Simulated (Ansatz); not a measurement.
Input

```
crystal:
  lattice:
    - [2.38025, 1.3742379782, 4.3318666667]
    - [-2.38025, 1.3742379782, 4.3318666667]
    - [0.0, -2.7484759565, 4.3318666667]
  atoms:
    - { symbol: Al, position: [0.85216, 0.85216, 0.85216] }
    - { symbol: Al, position: [0.64784, 0.64784, 0.64784] }
    - { symbol: Al, position: [0.14784, 0.14784, 0.14784] }
    - { symbol: Al, position: [0.35216, 0.35216, 0.35216] }
    - { symbol: O, position: [0.05668, 0.75, 0.44332] }
    - { symbol: O, position: [0.75, 0.44332, 0.05668] }
    - { symbol: O, position: [0.44332, 0.05668, 0.75] }
    - { symbol: O, position: [0.94332, 0.25, 0.55668] }
    - { symbol: O, position: [0.25, 0.55668, 0.94332] }
    - { symbol: O, position: [0.55668, 0.94332, 0.25] }
hamiltonian:
  xc: blyp
  pseudopotentials: { kind: paw }
kpoints:
  mp_grid: { grid: [7, 7, 7] }
scf:
  occupations: { method: fermi_dirac, width: 0.05 }
output:
  forces: true
  stress: true
  write_density: true
  write_potential: true
  elf: true
  volumetric_format: npy
relax:
  f_tol: 0.01
  max_steps: 40
  cell: { stress_tol: 0.05 }
```

Run with:

```sh
ansatz run input.yaml --threads 4 --pin off --max-ram 11264MiB --backend cpu --events-out ev --progress --plain --runs-dir out
```

Below, planes, directions and counts refer to the conventional cell (a = 4.83 Å, b = 4.83 Å, c = 13.20 Å, α = 90.00°, β = 90.00°, γ = 120.00°).

The fields are those of the relaxed geometry.

Space group R-3c.

These are results of Ansatz, Kohn-Sham DFT of a periodic cell, BLYP, Ansatz PAW, not measurements.

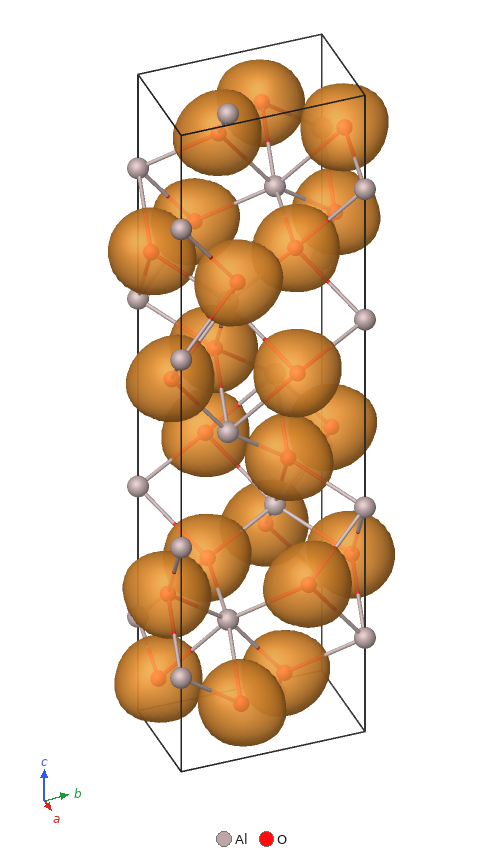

Al$_{2}$O$_{3}$. Isosurface of the valence electron density at 0.6 e/Å³ (orange), seen slightly off an axis. Sticks mark near contacts.

In a PAW calculation such maps are meaningful between the atoms, not at the nuclei.

Q: Which contacts does the surface bridge?

A: At this value the density breaks into separate islands; it holds about 70 % of the electrons treated as valence. It bridges none of the near contacts. It is pinched off along the shortest Al–O (1.88 Å) and Al–O (2.01 Å) contacts. On the grid the lowest density along these lines, outside the cores, is 0.5 e/Å³ (Al–O, 1.88 Å) and 0.39 e/Å³ (Al–O, 2.01 Å).
